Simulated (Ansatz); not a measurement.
Run report: Al2Cu, geometry relaxation (part 2 of 2)

Continued. System: Al2Cu (12 atoms in the cell). Method: DFT PBE, scalar-relativistic, plane waves, PAW, no spin polarisation (Ansatz 0.2.0); cutoff 420 eV, 6×6×8 k-mesh, Gaussian smearing of 0.1 eV. The structure derives from a Materials Project entry. It belongs to a series of runs on one base structure; here: uniaxial strain along c, a, b and atoms relaxed: +1.0 %.

Geometry of the input (Å; fractional positions):
```
6.0374  0.0000  0.0000
0.0000  6.0374  0.0000
0.0000  0.0000  4.9317
Al 0.1587  0.3413  0.0000
Al 0.1587  0.6587  0.5000
Al 0.8413  0.3413  0.5000
Al 0.8413  0.6587  0.0000
Al 0.6587  0.8413  0.5000
Al 0.6587  0.1587  0.0000
Al 0.3413  0.8413  0.0000
Al 0.3413  0.1587  0.5000
Cu 0.0000  0.0000  0.7500
Cu 0.0000  0.0000  0.2500
Cu 0.5000  0.5000  0.2500
Cu 0.5000  0.5000  0.7500
```

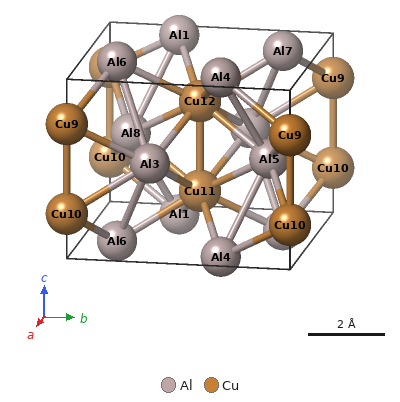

The geometry at step 2 of the log (ball-and-stick view of the cell of the calculation, seen slightly off an axis; atoms are numbered from 1 in the order of the input).

Log, continued:
```
SCF iter   1: F=—  HF=-30802.667111 eV  |F-HF|=—  |Δ(HF+E_count)|=         —  Δρ=3.17e-6  dr2=3.43e-9  ethr=2.86e-7  ⟨swp⟩=3.2  Hψ=19120  notcnv=0
eigensolver tolerance schedule: the retry pair's looser diagonalisation over-reported the residual by 83205.61 of it (diagonalisation noise at an unbounded share of the residual, at the tolerance the schedule requests for it); recorded, not acted on — ethr = c·dr2/N_el stays at c = 1.0e-1
SCF iter   2: F=—  HF=-30802.667139 eV  |F-HF|=—  |Δ(HF+E_count)|=   2.84e-5  Δρ=1.79e-6  dr2=1.86e-9  ethr=3.43e-12  ⟨swp⟩=3.0  Hψ=7727  notcnv=0
SCF iter   3: F=—  HF=-30802.667139 eV  |F-HF|=—  |Δ(HF+E_count)|=   1.91e-9  Δρ=7.60e-7  dr2=4.23e-10  ethr=1.86e-12  ⟨swp⟩=1.0  Hψ=3100  notcnv=0
SCF iter   4: F=—  HF=-30802.667139 eV  |F-HF|=—  |Δ(HF+E_count)|=  2.29e-10  Δρ=3.18e-7  dr2=7.12e-11  ethr=1.00e-12  ⟨swp⟩=1.0  Hψ=3100  notcnv=0
SCF iter   5: F=—  HF=-30802.667139 eV  |F-HF|=—  |Δ(HF+E_count)|=  5.09e-11  Δρ=1.26e-7  dr2=1.51e-11  ethr=1.00e-12  ⟨swp⟩=1.0  Hψ=3100  notcnv=0
iter 6 did not close the SCF: its close was put off for the readings that it lacked (scf_convergence_deferred on its scf_iter line)
SCF iter   6: F=-30802.667139 eV  HF=-30802.667139 eV  |F-HF|=1.09e-11  |Δ(HF+E_count)|=  7.28e-12  Δρ=6.38e-8  dr2=5.69e-12  ethr=1.00e-12  ⟨swp⟩=1.0  Hψ=3100  notcnv=0
iter 7 did not close the SCF: its close was put off for the readings that it lacked (scf_convergence_deferred on its scf_iter line)
SCF iter   7: F=-30802.667139 eV  HF=-30802.667139 eV  |F-HF|=1.82e-11  |Δ(HF+E_count)|=  3.64e-12  Δρ=3.51e-8  dr2=1.97e-12  ethr=1.00e-12  ⟨swp⟩=1.0  Hψ=3100  notcnv=0
iter 8 did not close the SCF: its close was put off for the readings that it lacked (scf_convergence_deferred on its scf_iter line)
SCF iter   8: F=-30802.667139 eV  HF=-30802.667139 eV  |F-HF|=1.09e-11  |Δ(HF+E_count)|=  1.09e-11  Δρ=7.66e-9  dr2=9.73e-14  ethr=1.00e-12  ⟨swp⟩=1.0  Hψ=3100  notcnv=0
iter 9 did not close the SCF: its close was put off for the readings that it lacked (scf_convergence_deferred on its scf_iter line)
SCF iter   9: F=-30802.667139 eV  HF=-30802.667139 eV  |F-HF|=1.82e-11  |Δ(HF+E_count)|=  3.64e-12  Δρ=1.43e-9  dr2=3.07e-15  ethr=1.00e-12  ⟨swp⟩=1.0  Hψ=3100  notcnv=0
SCF iter  10: F=-30802.667139 eV  HF=-30802.667139 eV  |F-HF|=0.00e0  |Δ(HF+E_count)|=    0.00e0  Δρ=2.32e-10  dr2=8.36e-17  ethr=1.00e-12  ⟨swp⟩=2.3  Hψ=7290  notcnv=0
SCF 4 converged in 10 iterations: F = -30802.667139 eV  dr2 = 8.36e-17
relax step   4: F+E_penalty+E_count = -30802.66713937 eV  Δ(F+E_penalty+E_count) = -1.557e-4 eV  max|allowed force component| = 9.008e-4 eV/Å  Δτ_max = 0.0000 Å  P = -0.687 GPa  Ω = 180.176 Å³  fix = [c, alpha, beta, gamma]  reactions: c -2.078 GPa  stress off target by 7.80e-3 GPa on what of the cell is left free  SCF on the basis re-selected at this cell (its energy is not comparable with the rows above)  (10 SCF iters)
basis re-selected at this cell: Δ(F+E_penalty+E_count) = -1.557e-4 eV, ΔP = +0.001 GPa vs the last step (what re-selecting the basis moved, of the pressure what is left beyond the Pulay correction that the steps carried, after the strain that the cell walked since its last selection, with what the two solves' SCF thresholds leave and, on support functions, any second-order correction that the steps lacked; it is no measure of the basis error at this ecutwfc). This SCF's stress stands 7.80e-3 GPa from its target on what of the cell is left free (relax.cell.stress_tol is 1.50e-2 GPa) and its largest allowed force component is 9.01e-4 eV/Å (relax.f_tol is 8.00e-3 eV/Å): within both
SCF converged after 10 iterations
Free energy (F): -30802.667139 eV
Harris-Foulkes:  -30802.667139 eV  (|F-HF|=0.00e0)
Internal energy: -30802.650647 eV  (E = F + TS)
E sigma→0 (E₀):  -30802.658893 eV
Entropy (-TS):   -0.016492 eV (-1.374 meV/atom)
Fermi energy:    10.260344 eV
--- Per-component energies (eV) ---
  E_band       = -1870.187335
  E_kinetic    = 1380.651784
  E_local      = -24831.833178  (includes V_loc(G=0)·N_el)
  E_nonlocal   = 1618.385771
  E_hartree    = 11231.739527
  E_xc         = -679.522360
  E_vxc        = -698.690320  (∫ρ·V_xc dr)
  E_paw        = -10371.018415  (= ΣΔE_a)
  E_vpaw       = -1802.181658  (= ΣTr[D̂ρ^β])
  E_aug_tail   = 0.001213  (compensation charges beyond the density's cutoff)
  E_ewald      = -9151.054990
  E_smearing   = -0.016492  (= −TS)
  E_closure    = -0.000000  (closes the sum)
  Σ components = -30802.667139   (vs F -30802.667139, Δ=0.00e0)
--- Forces (eV/Å), atoms counted from 1 ---
  atom   1  Al    -0.00090080     0.00090080    -0.00000000
  atom   2  Al    -0.00090080    -0.00090080     0.00000000
  atom   3  Al     0.00090080     0.00090080    -0.00000000
  atom   4  Al     0.00090080    -0.00090080     0.00000000
  atom   5  Al    -0.00090080     0.00090080    -0.00000000
  atom   6  Al    -0.00090080    -0.00090080     0.00000000
  atom   7  Al     0.00090080     0.00090080    -0.00000000
  atom   8  Al     0.00090080    -0.00090080     0.00000000
  atom   9  Cu     0.00000000     0.00000000    -0.00000000
  atom  10  Cu    -0.00000000    -0.00000000     0.00000000
  atom  11  Cu     0.00000000     0.00000000    -0.00000000
  atom  12  Cu    -0.00000000    -0.00000000     0.00000000
  max |Σ_I F_I| component: 4.34e-18 eV/Å
--- Stress (GPa, compression-positive) ---
        0.007796       0.000000       0.000000
        0.000000       0.007796       0.000000
        0.000000       0.000000      -2.077779
  P = ⅓ Tr σ = -0.6874 GPa (-6.874 kbar)
--- Band table (eV; the first three rows and the last of 50) ---
  k-point 0: bands = ["-103.4274", "-103.4274", "-103.4199", "-103.4199", "-60.8016", "-60.8016", "-60.8015", "-60.8015", "-60.7940", "-60.7940", "-60.7940", "-60.7940", "-60.7814", "-60.7814", "-60.6976", "-60.6976", "-0.4464", "3.3667", "3.3962", "3.5361", "3.5361", "4.9253", "5.0132", "5.2023", "5.2023", "5.2703", "5.5335", "5.5335", "5.5639", "5.9604", "6.1337", "6.1920", "6.2166", "6.2329", "6.5219", "6.5458", "6.8378", "6.9978", "7.0635", "7.0635", "7.0718", "7.0718", "7.4079", "7.4079", "8.3767", "8.4291", "8.8095", "9.0285", "9.0285", "9.4372", "9.8546", "10.3466", "11.5936", "11.5936", "11.7652", "12.7275", "13.1777", "13.1777", "13.5870", "14.1563", "14.8475", "14.8475"]
  k-point 1: bands = ["-103.4271", "-103.4271", "-103.4202", "-103.4202", "-60.8013", "-60.8013", "-60.8013", "-60.8013", "-60.7943", "-60.7943", "-60.7943", "-60.7943", "-60.7782", "-60.7782", "-60.7008", "-60.7008", "-0.3494", "3.4754", "3.4797", "3.6081", "3.6081", "4.0285", "5.0581", "5.1771", "5.1771", "5.3400", "5.5652", "5.5652", "5.9935", "6.1278", "6.1482", "6.1492", "6.2288", "6.2307", "6.5072", "6.5332", "6.7927", "6.8377", "6.8377", "7.0147", "7.0472", "7.0472", "7.7016", "7.7016", "8.1963", "8.4441", "8.5868", "8.5868", "8.7591", "8.7683", "9.7258", "11.4523", "12.1390", "12.2487", "12.2487", "12.4521", "12.4521", "12.5542", "12.6999", "15.2304", "15.7059", "15.7059"]
  k-point 2: bands = ["-103.4263", "-103.4263", "-103.4210", "-103.4210", "-60.8005", "-60.8005", "-60.8005", "-60.8005", "-60.7951", "-60.7951", "-60.7951", "-60.7951", "-60.7692", "-60.7691", "-60.7099", "-60.7099", "-0.0592", "2.9188", "3.7270", "3.7993", "3.8172", "3.8172", "5.0795", "5.0795", "5.1866", "5.5384", "5.6584", "5.6584", "5.7916", "6.0256", "6.0889", "6.1896", "6.2634", "6.4654", "6.4974", "6.5316", "6.5316", "6.5557", "6.6265", "7.0107", "7.0107", "7.0660", "7.1616", "7.8577", "7.8577", "8.0026", "8.2056", "8.2056", "8.6498", "9.8389", "9.8560", "11.1676", "11.3812", "11.3812", "11.7771", "13.0363", "13.6201", "13.6201", "14.1544", "16.0222", "16.0222", "16.4347"]
  k-point 49: bands = ["-103.4236", "-103.4236", "-103.4236", "-103.4236", "-60.7978", "-60.7978", "-60.7978", "-60.7978", "-60.7978", "-60.7978", "-60.7978", "-60.7978", "-60.7396", "-60.7396", "-60.7396", "-60.7396", "2.9907", "2.9907", "2.9907", "2.9907", "3.0186", "3.0186", "3.0186", "3.0186", "6.1097", "6.1097", "6.1097", "6.1097", "6.1189", "6.1189", "6.1189", "6.1189", "6.1482", "6.1482", "6.1482", "6.1482", "6.3858", "6.3858", "6.3858", "6.3858", "6.5717", "6.5717", "6.5717", "6.5717", "10.7032", "10.7032", "10.7032", "10.7032", "11.0412", "11.0412", "11.0412", "11.0412", "12.1750", "12.1750", "12.1750", "12.1750", "12.6058", "12.6058", "12.6058", "12.6058", "15.2446", "15.2446"]
--- Relaxed structure (3 steps of the walk, 3 accepted, 1 SCFs on fresh bases) ---
  F+E_penalty+E_count = -30802.66713937 eV   max|allowed force component| = 9.008e-4 eV/Å   (the final SCF, on the basis selected at the relaxed cell)
  cell:  # Å, volume = 180.1760 Å³
    - [6.0443486947743015, 2.6635456887973928e-99, -3.0872115399288025e-112]
    - [2.6635456887973928e-99, 6.0443486947743015, -8.693629930482689e-128]
    - [-2.521840073942918e-112, -7.101536147803608e-128, 4.9317142129]
  atoms:
    - { symbol: Al, position: [0.15886574273687315, 0.3411342572631269, -2.9365226322825924e-36] }
    - { symbol: Al, position: [0.15886574273687315, 0.6588657427368732, 0.5] }
    - { symbol: Al, position: [0.8411342572631271, 0.3411342572631269, 0.5] }
    - { symbol: Al, position: [0.8411342572631271, 0.6588657427368732, -1.0258760884208018e-35] }
    - { symbol: Al, position: [0.6588657427368732, 0.8411342572631271, 0.5] }
    - { symbol: Al, position: [0.6588657427368732, 0.15886574273687315, -5.377268716257734e-36] }
    - { symbol: Al, position: [0.3411342572631269, 0.8411342572631271, 7.43664822461176e-36] }
    - { symbol: Al, position: [0.3411342572631269, 0.15886574273687315, 0.5] }
    - { symbol: Cu, position: [-2.095126807535726e-20, 1.4965191482398115e-21, 0.75] }
    - { symbol: Cu, position: [-2.0951268075357258e-20, 1.4965191482398115e-21, 0.25] }
    - { symbol: Cu, position: [0.5, 0.5, 0.25] }
    - { symbol: Cu, position: [0.5, 0.5, 0.75] }
```

Trajectory as extended XYZ (Å, eV, eV/Å), 4 frames, from step=1 to step=4:
```
12
Lattice="6.0374 0.0000 0.0000 0.0000 6.0374 0.0000 0.0000 0.0000 4.9317" Properties=species:S:1:pos:R:3:forces:R:3 step=1 energy=-30802.66671 pressure_GPa=-0.47
Al    0.9581    2.0606    0.0000    0.0081  -0.0081   0.0000
Al    0.9581    3.9768    2.4659    0.0081   0.0081   0.0000
Al    5.0793    2.0606    2.4659   -0.0081  -0.0081   0.0000
Al    5.0793    3.9768    0.0000   -0.0081   0.0081   0.0000
Al    3.9768    5.0793    2.4659    0.0081  -0.0081   0.0000
Al    3.9768    0.9581    0.0000    0.0081   0.0081   0.0000
Al    2.0606    5.0793    0.0000   -0.0081  -0.0081   0.0000
Al    2.0606    0.9581    2.4659   -0.0081   0.0081   0.0000
Cu    0.0000    0.0000    3.6988    0.0000   0.0000   0.0000
Cu    0.0000    0.0000    1.2329    0.0000   0.0000   0.0000
Cu    3.0187    3.0187    1.2329    0.0000   0.0000   0.0000
Cu    3.0187    3.0187    3.6988    0.0000   0.0000   0.0000
12
Lattice="6.0439 0.0000 0.0000 0.0000 6.0439 0.0000 0.0000 0.0000 4.9317" Properties=species:S:1:pos:R:3:forces:R:3 step=2 energy=-30802.66698 pressure_GPa=-0.67
Al    0.9605    2.0614    0.0000   -0.0036   0.0036   0.0000
Al    0.9605    3.9825    2.4659   -0.0036  -0.0036   0.0000
Al    5.0833    2.0614    2.4659    0.0036   0.0036   0.0000
Al    5.0833    3.9825    0.0000    0.0036  -0.0036   0.0000
Al    3.9825    5.0833    2.4659   -0.0036   0.0036   0.0000
Al    3.9825    0.9605    0.0000   -0.0036  -0.0036   0.0000
Al    2.0614    5.0833    0.0000    0.0036   0.0036   0.0000
Al    2.0614    0.9605    2.4659    0.0036  -0.0036   0.0000
Cu    0.0000    0.0000    3.6988    0.0000   0.0000   0.0000
Cu    0.0000    0.0000    1.2329    0.0000   0.0000   0.0000
Cu    3.0219    3.0219    1.2329    0.0000   0.0000   0.0000
Cu    3.0219    3.0219    3.6988    0.0000   0.0000   0.0000
12
Lattice="6.0443 0.0000 0.0000 0.0000 6.0443 0.0000 0.0000 0.0000 4.9317" Properties=species:S:1:pos:R:3:forces:R:3 step=3 energy=-30802.66698 pressure_GPa=-0.69
Al    0.9602    2.0619    0.0000   -0.0009   0.0009   0.0000
Al    0.9602    3.9824    2.4659   -0.0009  -0.0009   0.0000
Al    5.0841    2.0619    2.4659    0.0009   0.0009   0.0000
Al    5.0841    3.9824    0.0000    0.0009  -0.0009   0.0000
Al    3.9824    5.0841    2.4659   -0.0009   0.0009   0.0000
Al    3.9824    0.9602    0.0000   -0.0009  -0.0009   0.0000
Al    2.0619    5.0841    0.0000    0.0009   0.0009   0.0000
Al    2.0619    0.9602    2.4659    0.0009  -0.0009   0.0000
Cu    0.0000    0.0000    3.6988    0.0000   0.0000   0.0000
Cu    0.0000    0.0000    1.2329    0.0000   0.0000   0.0000
Cu    3.0222    3.0222    1.2329    0.0000   0.0000   0.0000
Cu    3.0222    3.0222    3.6988    0.0000   0.0000   0.0000
12
Lattice="6.0443 0.0000 0.0000 0.0000 6.0443 0.0000 0.0000 0.0000 4.9317" Properties=species:S:1:pos:R:3:forces:R:3 step=4 energy=-30802.66714 pressure_GPa=-0.69
Al    0.9602    2.0619    0.0000   -0.0009   0.0009   0.0000
Al    0.9602    3.9824    2.4659   -0.0009  -0.0009   0.0000
Al    5.0841    2.0619    2.4659    0.0009   0.0009   0.0000
Al    5.0841    3.9824    0.0000    0.0009  -0.0009   0.0000
Al    3.9824    5.0841    2.4659   -0.0009   0.0009   0.0000
Al    3.9824    0.9602    0.0000   -0.0009  -0.0009   0.0000
Al    2.0619    5.0841    0.0000    0.0009   0.0009   0.0000
Al    2.0619    0.9602    2.4659    0.0009  -0.0009   0.0000
Cu    0.0000    0.0000    3.6988    0.0000   0.0000   0.0000
Cu    0.0000    0.0000    1.2329    0.0000   0.0000   0.0000
Cu    3.0222    3.0222    1.2329    0.0000   0.0000   0.0000
Cu    3.0222    3.0222    3.6988    0.0000   0.0000   0.0000
```

Key numbers:

| quantity | value |
| --- | --- |
| outcome | converged |
| space group (tolerance 0.01 Å) | I4/mcm (140) |
| electrons treated | 100 |
| free energy | −30802.6671 eV |
| Fermi energy | 10.260 eV |
| gap on the k-point mesh | none (metallic) |
| pressure | −0.69 GPa |
| final volume | 180.18 Å³ |
| largest force (length of the vector) at the end | 0.001 eV/Å |
| final cell | a = 6.044 Å, b = 6.044 Å, c = 4.932 Å, α = 90.00°, β = 90.00°, γ = 90.00° |
| hardware | 1 thread of Arm Neoverse N1, 24 GiB of memory available, shared host |
| wall time | 4.5 min |
| peak memory | 0.69 GiB |
